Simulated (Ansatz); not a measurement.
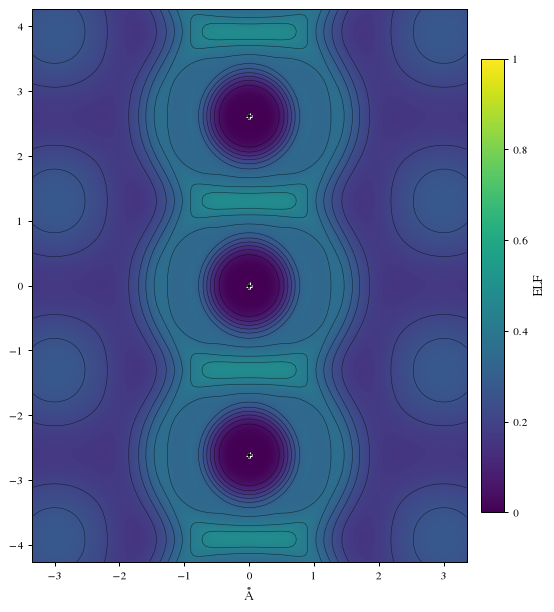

The ELF on a plane through atoms (crosses mark nuclei in the plane).

Method: Ansatz 0.2.0, DFT PBEsol, scalar-relativistic, plane waves, PAW.

Candidates:
A. Sn, a = 6.01 Å, b = 6.01 Å, c = 2.61 Å, α = 90.00°, β = 90.00°, γ = 120.00°. Space group R-3m; a structure from a database of computed crystals, not necessarily the ambient phase; computed pressure about 8 GPa in this cell.
B. P, a = 3.28 Å, b = 3.28 Å, c = 9.39 Å, α = 90.00°, β = 90.00°, γ = 120.00°. Space group R-3m; a structure from a database of computed crystals, not necessarily the ambient phase; changed on purpose from its base cell (strain -0.050 along x and y, +0.000 along z, atoms carried along); not relaxed (largest force 1.0 eV/Å); computed pressure about 11 GPa in this cell.

Which system is this?

Candidate A: Sn on the (100) plane of the conventional cell, which holds Sn. Sn–Sn (2.61 Å): the ELF is about 0.50 at the midpoint.
